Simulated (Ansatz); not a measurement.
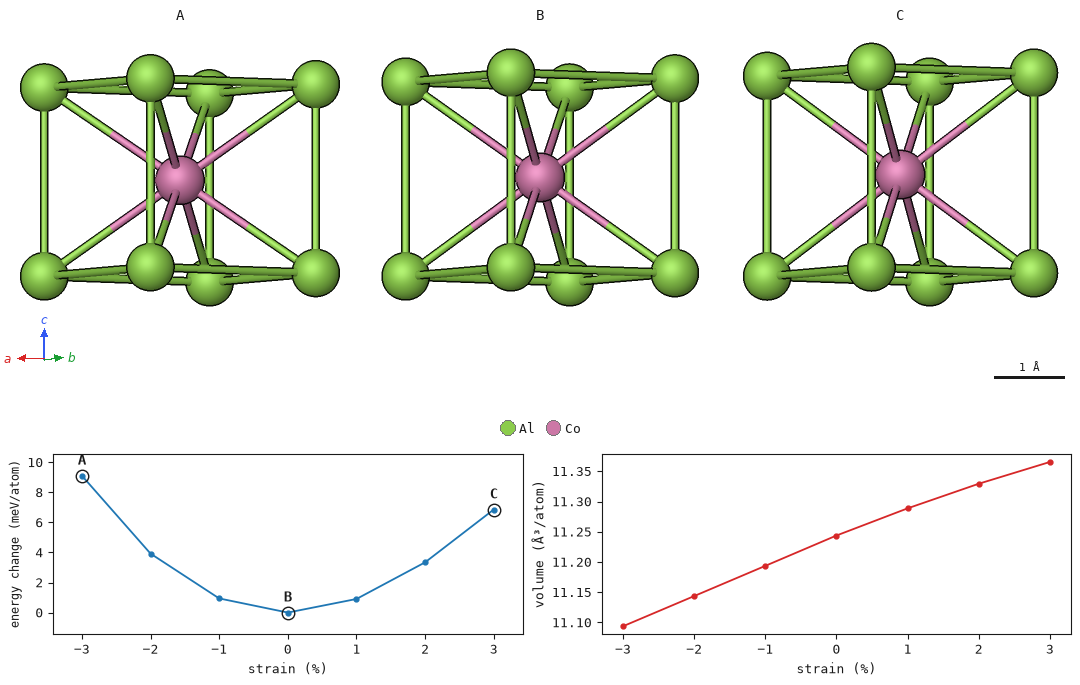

Members of a series of calculations on solid AlCo (set up in Pm-3m), marked on the first curve. The picture is a ball-and-stick view of the cell of the calculation, reduced to other axes, seen from a free direction. Lengths and directions refer to the drawn axes.

Method: DFT PBEsol, scalar-relativistic, plane waves, PAW in Ansatz 0.2.0. (plane-wave cutoff 420 eV; k-point mesh 18 × 18 × 18; occupations gaussian; smearing width 0.1 eV; no spin polarisation)

Q: Which kind of strain is it, and how does the structure respond?

A: Uniaxial strain along a; b, c and atoms relaxed. A (strain −3.0 %): energy change 9.1 meV/atom, volume 11.09 Å³ per atom. B (strain 0.0 %): energy change 0.0 meV/atom, volume 11.24 Å³ per atom. C (strain 3.0 %): energy change 6.9 meV/atom, volume 11.37 Å³ per atom. The rest compares A with C. The volume changes by +2.4 %, with a = b 2.847 → 2.796 Å (−1.8 %), c 2.738 → 2.907 Å (+6.2 %). Among the bonded contacts that change: Al–Al 2.738 → 2.907 Å, Co–Co 2.738 → 2.907 Å, Al–Al 2.847 → 2.796 Å.
